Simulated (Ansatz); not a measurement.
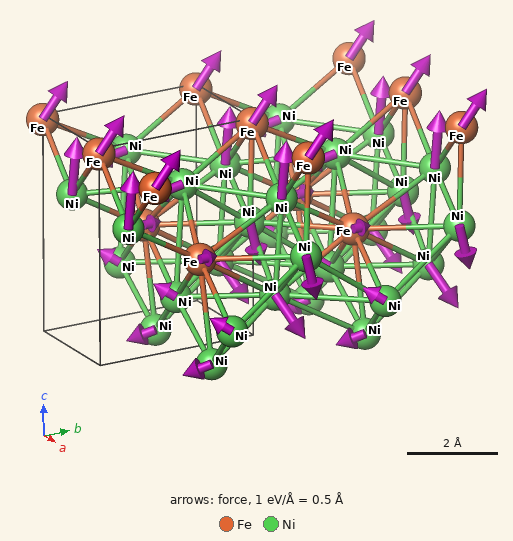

Starting geometry of solid FeNi3 (set up in P1) (coarse preliminary run) with the computed forces as purple arrows. Style: ball-and-stick. Shown: the cell of the calculation, repeated 2 × 2 × 1 with one cell outlined, slightly off an axis.

These are results of DFT PBE, scalar-relativistic, plane waves, PAW in Ansatz 0.2.0, not measurements. (plane-wave cutoff 420 eV; k-point mesh 6 × 6 × 4; occupations gaussian; smearing width 0.2 eV; collinear spin; cell and atoms relaxed; force threshold 0.025 eV/Å; at most 60 steps)

### What follows when this structure is relaxed?

It isn't relaxed: the largest force vector, on a Ni atom, is 2.75 eV/Å. The atoms end up moving mostly along the starting forces (cosine between the two patterns 0.87). After 3 accepted moves (4 points after the start) the energy has fallen by 1.128 eV per cell of the calculation. The largest force component goes from 2.4 to 0.0044 eV/Å. The pressure goes from 11.94 to 0.00 GPa. At 1 point the geometry stayed and the basis and grid were re-selected for the new cell (energy shift of 1.5 meV per cell of the calculation at most each time). The atom that moves furthest relative to the cell is a Ni atom (0.20 Å roughly along +c). By element the largest moves are Ni 0.20 Å, Fe 0.12 Å. The drawn cell changes as follows: a 4.356 → 4.337 Å (−0.4 %), b 4.404 → 4.337 Å (−1.5 %), c 4.888 → 5.009 Å (+2.5 %), α 87.4° → 90.0°, β 90.9° → 90.0°, γ 112.6° → 109.3°; the volume changes by +2.8 %. Some distances before and after: Ni–Ni 2.198 → 2.504 Å, Ni–Ni 2.791 → 2.504 Å, Fe–Ni 2.222 → 2.504 Å, Fe–Ni 2.733 → 2.504 Å. The space group (tolerance 0.01 Å) goes from P1 (No. 1) to Fmmm (No. 69). The run took 2.1 min on 4 threads of Intel(R) Xeon(R) 6975P-C (Granite Rapids) (shared host), peak memory 1.2 GiB.
